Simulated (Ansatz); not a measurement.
GaAs: geometry relaxation (part 3 of 3)

GaAs (slab, 16 atoms in the cell); DFT PBE, scalar-relativistic, plane waves, PAW, no spin polarisation (Ansatz 0.2.0); cutoff 420 eV, 2×3×1 k-mesh, Gaussian smearing of 0.05 eV. The structure derives from an entry of the Crystallography Open Database. The input holds or restrains some coordinates. Forces given for the steps count only the free coordinates. It belongs to a series of runs on one base structure; here: clean slab, lower planes held.

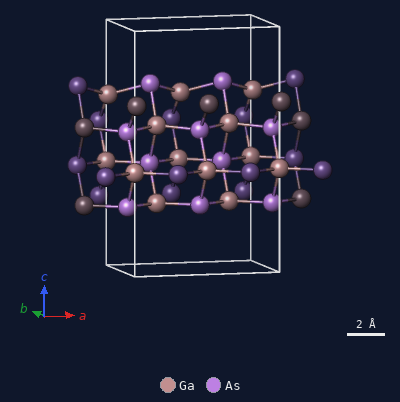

Figure 1. The geometry at step 4 of the log (ball-and-stick view of the cell of the calculation, with the vacuum cut short, seen slightly off an axis; neighbours outside the cell are drawn fainter).

Output, continued
```
  k-point 2: bands = ["-35.3731", "-35.3731", "-35.3694", "-35.3694", "-35.3632", "-35.3632", "-35.3616", "-35.3616", "-35.3531", "-35.3531", "-35.3511", "-35.3511", "-35.3510", "-35.3510", "-35.3504", "-35.3504", "-35.3324", "-35.3324", "-35.3270", "-35.3270", "-35.0865", "-35.0865", "-35.0773", "-35.0773", "-35.0549", "-35.0549", "-35.0480", "-35.0480", "-35.0392", "-35.0392", "-34.8701", "-34.8701", "-34.8665", "-34.8665", "-34.7900", "-34.7900", "-34.7627", "-34.7627", "-34.7455", "-34.7455", "-15.1739", "-15.1739", "-15.1068", "-15.1068", "-15.1063", "-15.1063", "-15.0930", "-15.0930", "-15.0709", "-15.0709", "-15.0582", "-15.0582", "-15.0532", "-15.0532", "-15.0302", "-15.0302", "-14.9996", "-14.9996", "-14.9734", "-14.9734", "-14.9642", "-14.9642", "-14.9617", "-14.9617", "-14.9457", "-14.9457", "-14.9364", "-14.9364", "-14.9325", "-14.9325", "-14.8733", "-14.8733", "-14.8619", "-14.8619", "-14.8375", "-14.8375", "-14.8043", "-14.8043", "-14.7873", "-14.7873", "-11.8128", "-11.8128", "-10.9596", "-10.9596", "-10.2639", "-10.2639", "-10.0131", "-10.0131", "-6.5309", "-6.5309", "-6.0499", "-6.0499", "-4.9620", "-4.9620", "-3.7936", "-3.7936", "-3.6127", "-3.6127", "-2.9805", "-2.9805", "-2.7853", "-2.7853", "-2.5956", "-2.5956", "-1.9076", "-1.9076", "-1.7654", "-1.7654", "-1.2181", "-1.2181", "-0.5539", "-0.5539", "0.5686", "0.5686", "1.6426", "1.6426", "2.2499", "2.2499", "2.5867", "2.5867", "2.8992", "2.8992", "3.3417", "3.3417", "3.5834", "3.5834", "4.0204", "4.0204", "4.3447", "4.3447", "4.8000", "4.8000", "4.9494", "4.9494", "5.1538"]
  k-point 3: bands = ["-35.3731", "-35.3731", "-35.3694", "-35.3694", "-35.3631", "-35.3631", "-35.3617", "-35.3617", "-35.3531", "-35.3531", "-35.3511", "-35.3511", "-35.3510", "-35.3510", "-35.3504", "-35.3504", "-35.3324", "-35.3324", "-35.3270", "-35.3270", "-35.0865", "-35.0865", "-35.0773", "-35.0773", "-35.0549", "-35.0549", "-35.0480", "-35.0480", "-35.0392", "-35.0392", "-34.8701", "-34.8701", "-34.8665", "-34.8665", "-34.7900", "-34.7900", "-34.7627", "-34.7627", "-34.7455", "-34.7455", "-15.1749", "-15.1749", "-15.1072", "-15.1072", "-15.1047", "-15.1047", "-15.0923", "-15.0923", "-15.0708", "-15.0708", "-15.0577", "-15.0577", "-15.0446", "-15.0446", "-15.0313", "-15.0313", "-14.9999", "-14.9999", "-14.9780", "-14.9780", "-14.9700", "-14.9700", "-14.9601", "-14.9601", "-14.9460", "-14.9460", "-14.9360", "-14.9360", "-14.9319", "-14.9319", "-14.8776", "-14.8776", "-14.8647", "-14.8647", "-14.8384", "-14.8384", "-14.8039", "-14.8039", "-14.7867", "-14.7867", "-11.4932", "-11.4932", "-10.8567", "-10.8567", "-10.6148", "-10.6148", "-10.2392", "-10.2392", "-6.1547", "-6.1547", "-5.9553", "-5.9553", "-5.3452", "-5.3452", "-4.7600", "-4.7600", "-3.2845", "-3.2845", "-3.1814", "-3.1814", "-2.5631", "-2.5631", "-2.1367", "-2.1367", "-1.9062", "-1.9062", "-1.5073", "-1.5073", "-1.1017", "-1.1017", "-0.4547", "-0.4547", "0.5379", "0.5379", "1.5983", "1.5983", "2.1895", "2.1895", "2.6811", "2.6811", "3.3321", "3.3321", "3.7833", "3.7833", "4.1804", "4.1804", "4.4748", "4.4748", "4.6845", "4.6845", "4.9916", "4.9916", "5.1290", "5.1290", "5.2489"]
--- Relaxed structure (6 steps of the walk, 6 accepted, 0 SCFs on fresh bases) ---
  F+E_penalty+E_count = -69114.00893709 eV   max|allowed force component| = 2.538e-2 eV/Å
  atoms:
    - { symbol: Ga, position: [0.25, 0.5, 0.3620908849999999] }
    - { symbol: Ga, position: [0.7500000000000001, 0.5, 0.3620908849999999] }
    - { symbol: As, position: [0.5, 0.25, 0.3620908849999999] }
    - { symbol: As, position: [0.0, 0.25, 0.3620908849999999] }
    - { symbol: Ga, position: [0.5, 0.0, 0.4540302949999999] }
    - { symbol: Ga, position: [0.0, 0.0, 0.4540302949999999] }
    - { symbol: As, position: [0.7500000000000001, 0.7499999999999999, 0.4540302949999999] }
    - { symbol: As, position: [0.25, 0.7499999999999999, 0.4540302949999999] }
    - { symbol: Ga, position: [0.7500000000000001, 0.5053676566393955, 0.5516131920950258] }
    - { symbol: Ga, position: [0.25, 0.5053676566393955, 0.5516131920950258] }
    - { symbol: As, position: [-4.740633517043478e-35, 0.25764145393794863, 0.5461274687581966] }
    - { symbol: As, position: [0.5, 0.25764145393794863, 0.5461274687581966] }
    - { symbol: Ga, position: [-9.481267034086956e-35, -0.05934839545710405, 0.619546305506487] }
    - { symbol: Ga, position: [0.5, -0.05934839545710405, 0.619546305506487] }
    - { symbol: As, position: [0.25, 0.7281210978746755, 0.6486389866186798] }
    - { symbol: As, position: [0.7500000000000001, 0.7281210978746755, 0.6486389866186798] }
```

Trajectory as extended XYZ (Å, eV, eV/Å), 6 frames, from step=1 to step=6
```
16
Lattice="8.1252 0.0000 0.0000 0.0000 5.7454 0.0000 0.0000 0.0000 22.0939" Properties=species:S:1:pos:R:3:forces:R:3 step=1 energy=-69112.93484
Ga    2.0313    2.8727    8.0000    0.0000  -0.8166   1.1467
Ga    6.0939    2.8727    8.0000    0.0000  -0.8166   1.1467
As    4.0626    1.4363    8.0000    0.0000   0.1802  -1.0707
As    0.0000    1.4363    8.0000    0.0000   0.1802  -1.0707
Ga    4.0626    0.0000   10.0313    0.0000   0.0514   0.0009
Ga    0.0000    0.0000   10.0313    0.0000   0.0514   0.0009
As    6.0939    4.3090   10.0313    0.0000   0.5852  -0.5617
As    2.0313    4.3090   10.0313    0.0000   0.5852  -0.5617
Ga    6.0939    2.8727   12.0626    0.0000   0.0510  -0.0005
Ga    2.0313    2.8727   12.0626    0.0000   0.0510  -0.0005
As    0.0000    1.4363   12.0626    0.0000   0.5853   0.5609
As    4.0626    1.4363   12.0626    0.0000   0.5853   0.5609
Ga    0.0000    0.0000   14.0939    0.0000  -0.8172  -1.1468
Ga    4.0626    0.0000   14.0939    0.0000  -0.8172  -1.1468
As    2.0313    4.3090   14.0939    0.0000   0.1804   1.0706
As    6.0939    4.3090   14.0939    0.0000   0.1804   1.0706
16
Lattice="8.1252 0.0000 0.0000 0.0000 5.7454 0.0000 0.0000 0.0000 22.0939" Properties=species:S:1:pos:R:3:forces:R:3 step=2 energy=-69113.66468
Ga    2.0313    2.8727    8.0000    0.0000  -0.9303   1.2177
Ga    6.0939    2.8727    8.0000    0.0000  -0.9303   1.2177
As    4.0626    1.4363    8.0000    0.0000   0.2190  -1.1966
As    0.0000    1.4363    8.0000    0.0000   0.2190  -1.1966
Ga    4.0626    0.0000   10.0313    0.0000   0.3126   0.2780
Ga    0.0000    0.0000   10.0313    0.0000   0.3126   0.2780
As    6.0939    4.3090   10.0313    0.0000   0.6376  -0.4940
As    2.0313    4.3090   10.0313    0.0000   0.6376  -0.4940
Ga    6.0939    2.9188   12.0995    0.0000   0.1123   0.2704
Ga    2.0313    2.9188   12.0995    0.0000   0.1123   0.2704
As    0.0000    1.5032   12.0828    0.0000   0.0324   0.1638
As    4.0626    1.5032   12.0828    0.0000   0.0324   0.1638
Ga    0.0000   -0.1233   13.9430    0.0000  -0.4494  -0.7133
Ga    4.0626   -0.1233   13.9430    0.0000  -0.4494  -0.7133
As    2.0313    4.2554   14.2364    0.0000   0.0662   0.4743
As    6.0939    4.2554   14.2364    0.0000   0.0662   0.4743
16
Lattice="8.1252 0.0000 0.0000 0.0000 5.7454 0.0000 0.0000 0.0000 22.0939" Properties=species:S:1:pos:R:3:forces:R:3 step=3 energy=-69113.96068
Ga    2.0313    2.8727    8.0000    0.0000  -0.9936   1.2494
Ga    6.0939    2.8727    8.0000    0.0000  -0.9936   1.2494
As    4.0626    1.4363    8.0000    0.0000   0.2454  -1.2752
As    0.0000    1.4363    8.0000    0.0000   0.2454  -1.2752
Ga    4.0626    0.0000   10.0313    0.0000   0.4188   0.3294
Ga    0.0000    0.0000   10.0313    0.0000   0.4188   0.3294
As    6.0939    4.3090   10.0313    0.0000   0.5705  -0.3347
As    2.0313    4.3090   10.0313    0.0000   0.5705  -0.3347
Ga    6.0939    2.9462   12.1580    0.0000  -0.0272   0.2459
Ga    2.0313    2.9462   12.1580    0.0000  -0.0272   0.2459
As    0.0000    1.5174   12.0815    0.0000  -0.0712  -0.0229
As    4.0626    1.5174   12.0815    0.0000  -0.0712  -0.0229
Ga    0.0000   -0.2394   13.7865    0.0000  -0.1693  -0.2083
Ga    4.0626   -0.2394   13.7865    0.0000  -0.1693  -0.2083
As    2.0313    4.2266   14.3319    0.0000   0.0267   0.0166
As    6.0939    4.2266   14.3319    0.0000   0.0267   0.0166
16
Lattice="8.1252 0.0000 0.0000 0.0000 5.7454 0.0000 0.0000 0.0000 22.0939" Properties=species:S:1:pos:R:3:forces:R:3 step=4 energy=-69113.99680
Ga    2.0313    2.8727    8.0000    0.0000  -0.9673   1.2820
Ga    6.0939    2.8727    8.0000    0.0000  -0.9673   1.2820
As    4.0626    1.4363    8.0000    0.0000   0.2412  -1.2742
As    0.0000    1.4363    8.0000    0.0000   0.2412  -1.2742
Ga    4.0626    0.0000   10.0313    0.0000   0.2875   0.1625
Ga    0.0000    0.0000   10.0313    0.0000   0.2875   0.1625
As    6.0939    4.3090   10.0313    0.0000   0.3077  -0.0461
As    2.0313    4.3090   10.0313    0.0000   0.3077  -0.0461
Ga    6.0939    2.8643   12.2388    0.0000   0.0869  -0.1869
Ga    2.0313    2.8643   12.2388    0.0000   0.0869  -0.1869
As    0.0000    1.4487   12.0832    0.0000   0.0116   0.0425
As    4.0626    1.4487   12.0832    0.0000   0.0116   0.0425
Ga    0.0000   -0.3778   13.7042    0.0000   0.0300  -0.0037
Ga    4.0626   -0.3778   13.7042    0.0000   0.0300  -0.0037
As    2.0313    4.1569   14.3658    0.0000   0.0029   0.0240
As    6.0939    4.1569   14.3658    0.0000   0.0029   0.0240
16
Lattice="8.1252 0.0000 0.0000 0.0000 5.7454 0.0000 0.0000 0.0000 22.0939" Properties=species:S:1:pos:R:3:forces:R:3 step=5 energy=-69114.00894
Ga    2.0313    2.8727    8.0000    0.0000  -0.9900   1.2735
Ga    6.0939    2.8727    8.0000    0.0000  -0.9900   1.2735
As    4.0626    1.4363    8.0000    0.0000   0.2423  -1.2999
As    0.0000    1.4363    8.0000    0.0000   0.2423  -1.2999
Ga    4.0626    0.0000   10.0313    0.0000   0.3397   0.2060
Ga    0.0000    0.0000   10.0313    0.0000   0.3397   0.2060
As    6.0939    4.3090   10.0313    0.0000   0.4314  -0.2122
As    2.0313    4.3090   10.0313    0.0000   0.4314  -0.2122
Ga    6.0939    2.9035   12.1873    0.0000  -0.0196   0.0031
Ga    2.0313    2.9035   12.1873    0.0000  -0.0196   0.0031
As    0.0000    1.4802   12.0661    0.0000  -0.0043   0.0255
As    4.0626    1.4802   12.0661    0.0000  -0.0043   0.0255
Ga    0.0000   -0.3410   13.6882    0.0000   0.0058  -0.0032
Ga    4.0626   -0.3410   13.6882    0.0000   0.0058  -0.0032
As    2.0313    4.1833   14.3310    0.0000  -0.0056   0.0076
As    6.0939    4.1833   14.3310    0.0000  -0.0056   0.0076
16
Lattice="8.1252 0.0000 0.0000 0.0000 5.7454 0.0000 0.0000 0.0000 22.0939" Properties=species:S:1:pos:R:3:forces:R:3 step=6 energy=-69114.00894
Ga    2.0313    2.8727    8.0000    0.0000  -0.9899   1.2735
Ga    6.0939    2.8727    8.0000    0.0000  -0.9899   1.2735
As    4.0626    1.4363    8.0000    0.0000   0.2423  -1.2999
As    0.0000    1.4363    8.0000    0.0000   0.2423  -1.2999
Ga    4.0626    0.0000   10.0313    0.0000   0.3397   0.2060
Ga    0.0000    0.0000   10.0313    0.0000   0.3397   0.2060
As    6.0939    4.3090   10.0313    0.0000   0.4314  -0.2122
As    2.0313    4.3090   10.0313    0.0000   0.4314  -0.2122
Ga    6.0939    2.9035   12.1873    0.0000  -0.0195   0.0029
Ga    2.0313    2.9035   12.1873    0.0000  -0.0195   0.0029
As    0.0000    1.4802   12.0661    0.0000  -0.0043   0.0254
As    4.0626    1.4802   12.0661    0.0000  -0.0043   0.0254
Ga    0.0000   -0.3410   13.6882    0.0000   0.0059  -0.0032
Ga    4.0626   -0.3410   13.6882    0.0000   0.0059  -0.0032
As    2.0313    4.1833   14.3310    0.0000  -0.0056   0.0076
As    6.0939    4.1833   14.3310    0.0000  -0.0056   0.0076
```

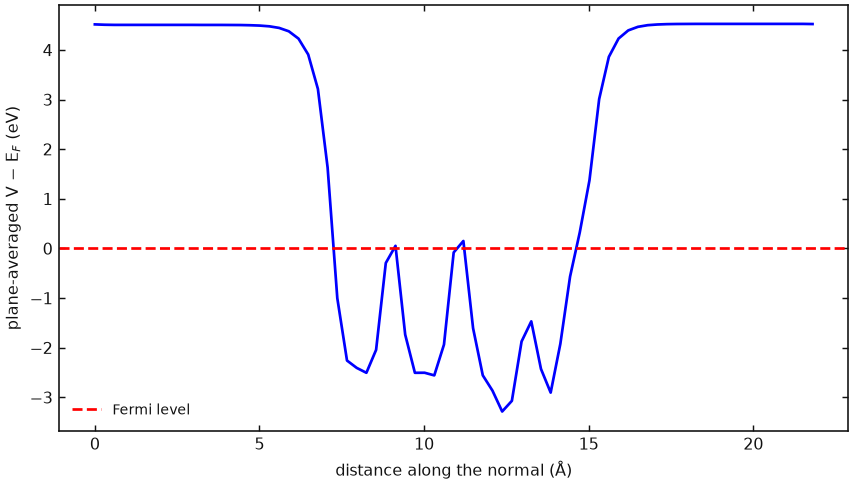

Figure 2. Plane average of the electrostatic potential energy of an electron across the cell, from the Fermi level. The vacuum level lies 4.52 eV above the Fermi level on the upper side and 4.50 eV on the lower.

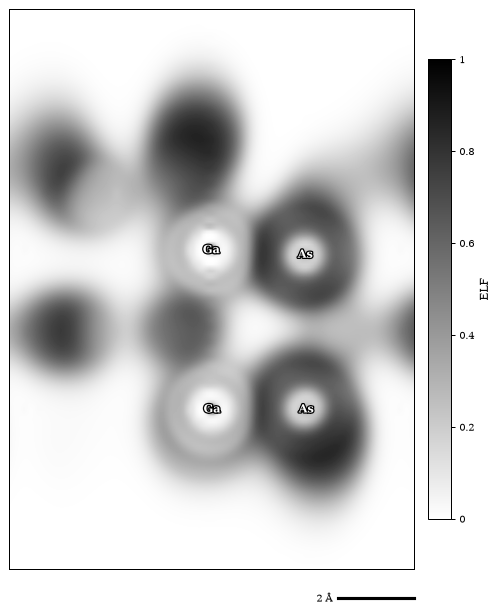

Figure 3. ELF on the (110) plane of the calculation cell, a cut from vacuum to vacuum. Ga–As (2.49 Å): the ELF is about 0.70 at the midpoint. The strong features right at Ga lie inside the PAW spheres (semicore, d or f shells) and say nothing about bonding. In a PAW calculation such maps are meaningful between the atoms, not at the nuclei.

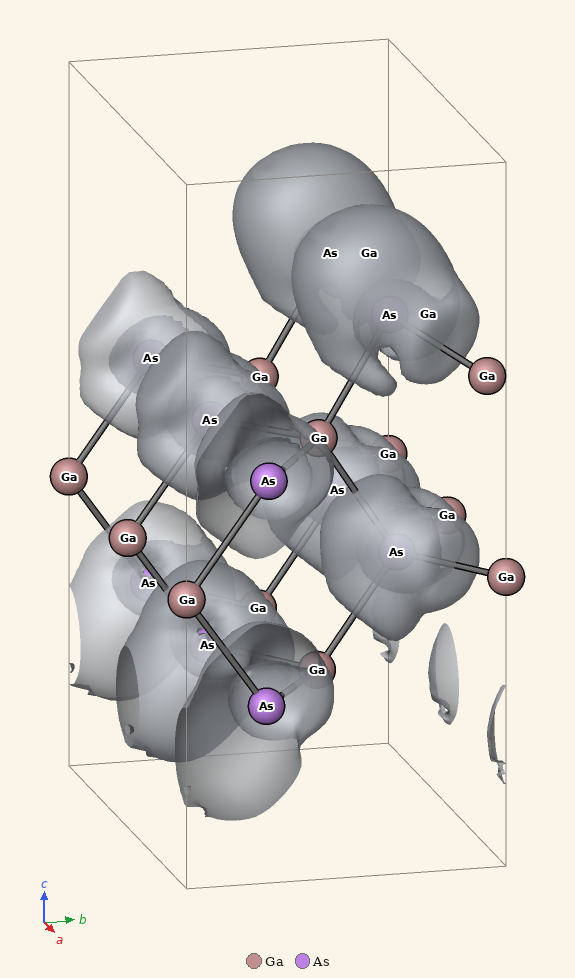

Figure 4. Isosurface of the electron localisation function at 0.6 (grey), seen slightly off an axis. Only the valence region is drawn (cores and ρ < 0.01 e/Å³ removed). Sticks mark near contacts. Along the contacts the grid gives the following. Ga–As (2.48 Å): the ELF peaks at about 0.80 between the atoms, as expected for localised, shared-pair bonding.

This output came from the following input.

The input
```yaml
crystal:
  lattice:
    - [8.1252007246, 0.0, 0.0]
    - [0.0, 5.7453845309, 0.0]
    - [0.0, 0.0, 22.0939005435]
  atoms:
    - { symbol: Ga, position: [0.25, 0.5, 0.362090885] }
    - { symbol: Ga, position: [0.75, 0.5, 0.362090885] }
    - { symbol: As, position: [0.5, 0.25, 0.362090885] }
    - { symbol: As, position: [0.0, 0.25, 0.362090885] }
    - { symbol: Ga, position: [0.5, 0.0, 0.454030295] }
    - { symbol: Ga, position: [0.0, 0.0, 0.454030295] }
    - { symbol: As, position: [0.75, 0.75, 0.454030295] }
    - { symbol: As, position: [0.25, 0.75, 0.454030295] }
    - { symbol: Ga, position: [0.75, 0.5, 0.545969705] }
    - { symbol: Ga, position: [0.25, 0.5, 0.545969705] }
    - { symbol: As, position: [0.0, 0.25, 0.545969705] }
    - { symbol: As, position: [0.5, 0.25, 0.545969705] }
    - { symbol: Ga, position: [0.0, 0.0, 0.637909115] }
    - { symbol: Ga, position: [0.5, 0.0, 0.637909115] }
    - { symbol: As, position: [0.25, 0.75, 0.637909115] }
    - { symbol: As, position: [0.75, 0.75, 0.637909115] }
basis:
  ecutwfc: 420
kpoints:
  mp_grid: { grid: [2, 3, 1] }
hamiltonian:
  xc: pbe
scf:
  occupations: { method: gaussian, width: 0.05 }
output:
  forces: true
  eigenvalues: true
  write_density: true
  write_potential: true
  elf: true
  volumetric_format: npy
relax:
  adjacent_minimum: "off"
  f_tol: 0.03
  max_steps: 70
  constraints: [{ sites: [0, 1, 2, 3, 4, 5, 6, 7] }]
efield:
  axis: 3
  dipole_correction: true
  ramp_width: 0.04
```

Run as:
```bash
ansatz run input.yaml --threads 4 --pin off --max-ram 10240MiB --backend cpu --events-out ev --progress --plain --runs-dir out
```

Key numbers

- outcome: converged under the restraints of the input
- electrons treated: 224
- free energy: −69114.0089 eV
- work function, top face: 4.52 eV
- work function, bottom face: 4.50 eV
- Fermi energy: 0.002 eV
- gap on the k-point mesh: 0.64 eV
- final volume: 1031.40 Å³
- work function (upper face): 4.52 eV
- largest force (length of the vector) at the end, held atoms and coordinates included: 1.613 eV/Å
- hardware: 4 threads of Intel Xeon (Sapphire Rapids), 32 GiB of memory available, shared host
- wall time: 93 s (CPU time 4.8 min)
- peak memory: 2.3 GiB

Remarks

The program warns: the exchange-correlation potential is rough where the density is thin.
